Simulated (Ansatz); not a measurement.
# Sr: 6 runs along one coordinate

System: Sr (Im-3m, 1 atom in the cell).
Method: Kohn-Sham DFT of a periodic cell, PBE, Ansatz PAW, no spin polarisation (Ansatz 0.2.0).

The 6 runs differ only in the geometry, by an even scaling of the cell at fixed fractional positions. The structure derives from an entry of the Crystallography Open Database.

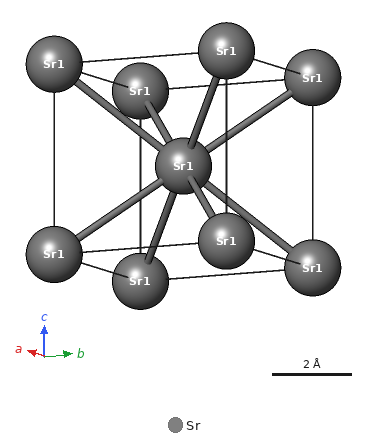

Figure 1. The structure of run 4 (ball-and-stick view of the cell 2 times as large as that of the calculation, set on its symmetry axes, seen at an oblique angle; atoms are numbered from 1 in the order of the input).

**Input of run 4**
```yaml
crystal:
  lattice:
    - [-2.4511262978, 2.4511262978, 2.4511262978]
    - [2.4511262978, -2.4511262978, 2.4511262978]
    - [2.4511262978, 2.4511262978, -2.4511262978]
  atoms:
    - { symbol: Sr, position: [0.0, 0.0, 0.0] }
hamiltonian:
  xc: pbe
  pseudopotentials: { kind: paw }
kpoints:
  mp_grid: { grid: [8, 8, 8] }
scf:
  occupations: { method: fermi_dirac, width: 0.05 }
output:
  forces: true
  stress: true
  eigenvalues: true
```

Command:
```bash
ansatz run input.yaml --threads 1 --pin off --max-ram 2560MiB --backend cpu --events-out ev --progress --plain --runs-dir out
```

Run 2 differs from it as follows:
```diff
-    - [-2.4511262978, 2.4511262978, 2.4511262978]
-    - [2.4511262978, -2.4511262978, 2.4511262978]
-    - [2.4511262978, 2.4511262978, -2.4511262978]
+    - [-2.4186572257, 2.4186572257, 2.4186572257]
+    - [2.4186572257, -2.4186572257, 2.4186572257]
+    - [2.4186572257, 2.4186572257, -2.4186572257]
```

**Results, with one run withheld**

```tsv
run	volume per atom (Å³)	free energy per atom, from the lowest run given (meV)	pressure (GPa)
1	55.441	0.00	−0.30
2	56.596	?	?
3	57.751	7.32	−0.70
4	58.906	12.99	−0.87
5	60.061	19.81	−1.02
6	61.216	27.68	−1.16
```

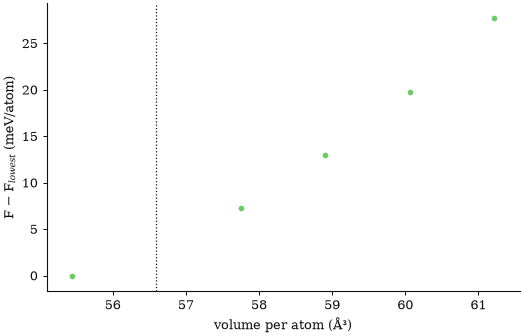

Figure 2. Free energy per atom of the runs given; the dotted line marks run 2.

Fit the runs given and predict run 2.

A cubic polynomial in V^(−2/3) (the Birch–Murnaghan form), fitted to the 5 runs given, misses them by under 0.01 meV per atom. With x = V^(−2/3) − 0.06627 Å⁻², it reads F = 11.457 − 6860.7 x + 9.1395e+05 x² − 13337 x³ (meV per atom). At run 2 it gives 2.94 meV per atom, and the run itself gives 2.94. The slope of the fit gives a pressure −dF/dV of −0.51 GPa there, and the run prints −0.51 GPa. The fit has no minimum inside this range.

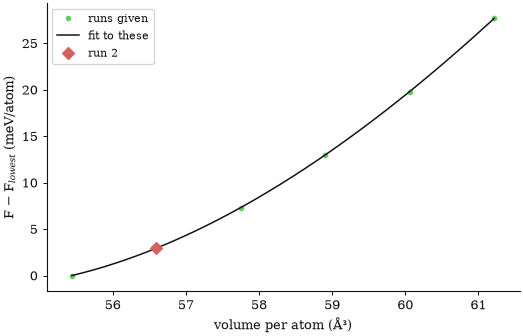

Figure 3. The fit and the withheld run.

**Output, shortened to warnings, some set-up lines, iterations and results (run 2)**
```
Basis set: ecut = 420 eV, 1061 PW (Γ), exchange–correlation on 60×60×60 points (8 copies of the dense FFT grid, shifted against one another)
Symmetry: 48 space group operations
k-points: 29 of 512
Initial density: superposition of atomic densities (neutral atoms: chi_scale 0, normalization atom), corrected by the library's trained network
[...]
SCF iter   1: F=—  HF=-3544.216346 eV  |F-HF|=—  |Δ(HF+E_count)|=         —  Δρ=7.64e-4  dr2=1.83e-4  ethr=1.77e-3  ⟨swp⟩=7.2  Hψ=2299  notcnv=0
SCF iter   2: F=—  HF=-3544.216800 eV  |F-HF|=—  |Δ(HF+E_count)|=   4.54e-4  Δρ=3.79e-4  dr2=5.77e-5  ethr=1.83e-6  ⟨swp⟩=3.5  Hψ=791  notcnv=0
SCF iter   3: F=—  HF=-3544.216884 eV  |F-HF|=—  |Δ(HF+E_count)|=   8.42e-5  Δρ=1.09e-4  dr2=5.53e-6  ethr=5.77e-7  ⟨swp⟩=2.2  Hψ=320  notcnv=0
SCF iter   4: F=—  HF=-3544.216888 eV  |F-HF|=—  |Δ(HF+E_count)|=   4.49e-6  Δρ=3.70e-5  dr2=7.83e-7  ethr=5.53e-8  ⟨swp⟩=1.9  Hψ=291  notcnv=0
SCF iter   5: F=-3544.216889 eV  HF=-3544.216889 eV  |F-HF|=2.33e-9  |Δ(HF+E_count)|=   4.02e-7  Δρ=6.31e-6  dr2=2.37e-8  ethr=7.83e-9  ⟨swp⟩=1.9  Hψ=291  notcnv=0
SCF iter   6: F=-3544.216889 eV  HF=-3544.216889 eV  |F-HF|=3.32e-11  |Δ(HF+E_count)|=   2.11e-9  Δρ=1.52e-6  dr2=1.21e-9  ethr=2.37e-10  ⟨swp⟩=3.6  Hψ=1247  notcnv=0
SCF 1 converged in 6 iterations: F = -3544.216889 eV  dr2 = 1.21e-9
SCF converged after 6 iterations
Free energy (F): -3544.216889 eV
Harris-Foulkes:  -3544.216889 eV  (|F-HF|=3.32e-11)
Internal energy: -3544.208093 eV  (E = F + TS)
E sigma→0 (E₀):  -3544.212491 eV
Entropy (-TS):   -0.008796 eV (-8.796 meV/atom)
Fermi energy:    4.872132 eV
--- Per-component energies (eV) ---
  E_band       = -138.591192
  E_kinetic    = 241.180505
  E_local      = -778.613369  (includes V_loc(G=0)·N_el)
  E_nonlocal   = 202.772536
  E_hartree    = 197.926668
  E_xc         = -171.109912
  E_vxc        = -159.093355  (∫ρ·V_xc dr)
  E_paw        = -2694.703729  (= ΣΔE_a)
  E_vpaw       = -40.691628  (= ΣTr[D̂ρ^β])
  E_aug_tail   = -0.000001  (compensation charges beyond the density's cutoff)
  E_ewald      = -541.660791
  E_smearing   = -0.008796  (= −TS)
  E_closure    = -0.000000  (closes the sum)
  Σ components = -3544.216889   (vs F -3544.216889, Δ=0.00e0)
--- Forces (eV/Å), atoms counted from 1 ---
  atom   1  Sr     0.00000000    -0.00000000     0.00000000
  max |Σ_I F_I| component: 2.79e-31 eV/Å
--- Stress (GPa, compression-positive) ---
       -0.511279      -0.000000       0.000000
       -0.000000      -0.511279       0.000000
        0.000000       0.000000      -0.511279
  P = ⅓ Tr σ = -0.5113 GPa (-5.113 kbar)
```
